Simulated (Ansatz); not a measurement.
Convergence test: the k-point mesh is varied and all else is held.
W (Im-3m, 1 atom in the cell); Ansatz 0.2.0, DFT, LDA (PW92), plane waves (420 eV) with PAW, scalar-relativistic; Fermi–Dirac smearing of 0.1 eV.
ΔE is the free energy less its value at the densest setting, 20×20×20.
Dashed lines or grey bands mark the tolerance: 1 meV/atom.
On logarithmic panels, open markers lie below the reference value and filled ones above.
Values: 2×2×2, 4×4×4, 5×5×5, 7×7×7, 9×9×9, 11×11×11, 15×15×15 and 20×20×20.

How do the results converge (to 1 meV/atom)?

The free energy at the last setting but one, 15×15×15, is still more than 1 meV/atom from the densest setting's value, so the scan doesn't show it converged. It is off by 870 meV/atom at 2×2×2, 62 meV/atom at 7×7×7 and 5.5 meV/atom at 15×15×15 (on both sides of it).

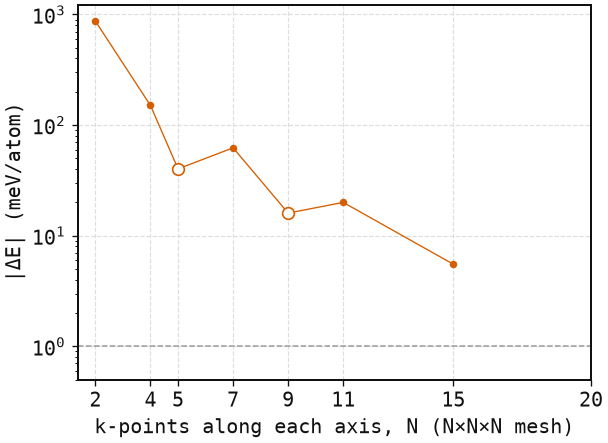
